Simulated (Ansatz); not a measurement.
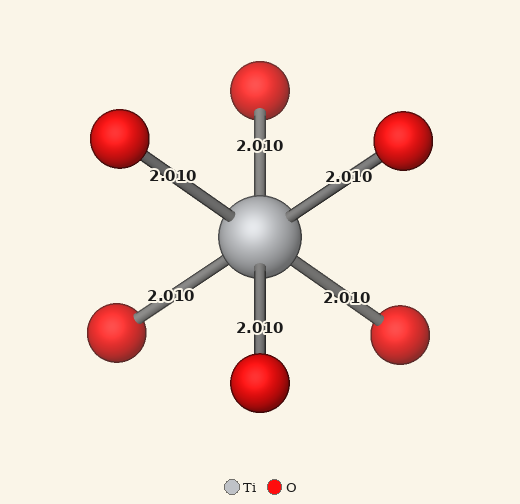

The surroundings of site Ti1 (at 0.000, 0.000, 0.000) in BaTiO3 (Pm-3m, No. 221), with bond lengths in Å.

Source of the atomic positions: the end point of a relaxation with DFT PBE, scalar-relativistic, plane waves, PAW in Ansatz 0.2.0; the starting structure was generated, so it need not be a known form of this composition.

```
CELL_PARAMETERS angstrom
4.01938 0.00000 0.00000
0.00000 4.01938 0.00000
0.00000 0.00000 4.01938
ATOMIC_POSITIONS crystal
Ba 0.50000 0.50000 0.50000
Ti 0.00000 0.00000 0.00000
O 0.50000 0.00000 0.00000
O 0.00000 0.50000 0.00000
O 0.00000 0.00000 0.50000
```

Bond valence s = exp((R0 − d)/b), R0 fitted to published crystal structures with b = 0.37 Å; R0 in Å: Ti4+–O 1.801.

Calculate the bond-valence sum of Ti1 from the bonds drawn.

6 × 0.568 = 3.41 v.u., against a formal valence of 4: underbonded (bonds long for this ion) by 0.59.

Further R0 (Å): Ba2+–O 2.279.

And over the whole structure?

```json
{"site": "Ba1", "x, y, z": "0.500, 0.500, 0.500", "formal valence": "+2", "bond-valence sum": "2.64", "difference": "0.64"}
{"site": "Ti1", "x, y, z": "0.000, 0.000, 0.000", "formal valence": "+4", "bond-valence sum": "3.43", "difference": "-0.57"}
{"site": "O1", "x, y, z": "0.500, 0.000, 0.000", "formal valence": "−2", "bond-valence sum": "2.02", "difference": "0.02"}
```

These sums include all anions within 5 Å. The global instability index (root mean square of the differences over all atoms) is 0.38 v.u.: above 0.2, which by the usual rule of thumb marks a strained structure. Cells relaxed with PBE tend to have slightly long bonds, which lowers the sums.
